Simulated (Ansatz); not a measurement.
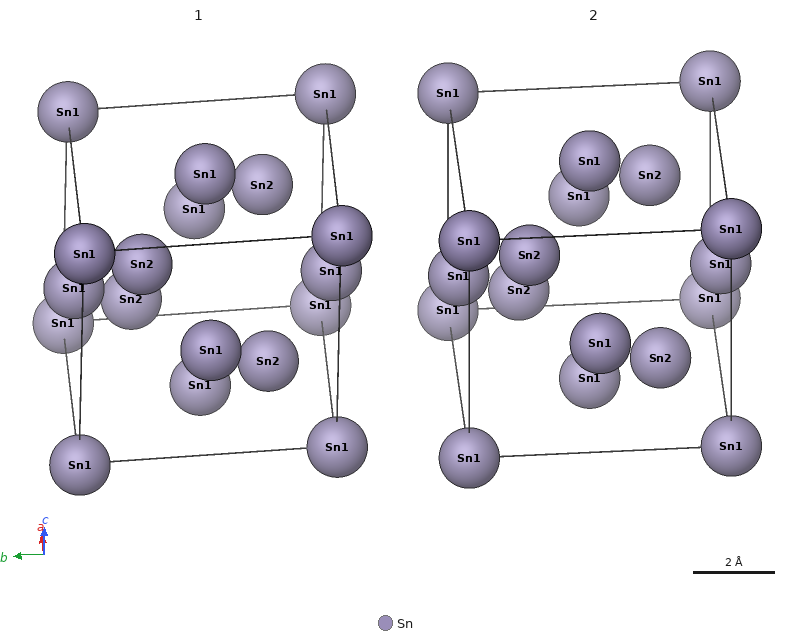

Two geometries of crystalline Sn (built on the diamond type) at its r2SCAN-relaxed geometry: one is the relaxed structure, the other was perturbed away from it. Style: spheres-only. Shown: the conventional cell (4 times the calculation's cell), from a free direction. Lengths and directions refer to the drawn axes.

Method: DFT, r2SCAN, plane waves, PAW (Ansatz). (plane-wave cutoff 500 eV; k-point mesh 6 × 6 × 6; occupations fermi dirac; smearing width 0.02 eV; no spin polarisation)

Question: Which one is perturbed?

Answer: Structure 1 is the perturbed one. The cell is strained by −5.0 % along [1 1 1] and none across it (volume −5.0 %). The atoms were relaxed with r2SCAN under that strain, and this is a single point on that geometry. Near-neighbour distances before and after: Sn–Sn 2.844 → 2.772 to 2.807 Å. The space group (tolerance 0.01 Å) goes from Fd-3m (No. 227) to R-3m (No. 166). It costs 23.1 meV per atom. Pressure: 0.0 GPa before, 2.5 GPa after. The principal stresses (compression positive) are 4.4 GPa along [1 1 1] and 1.6 GPa across it. The forces stay under 0.01 eV/Å.
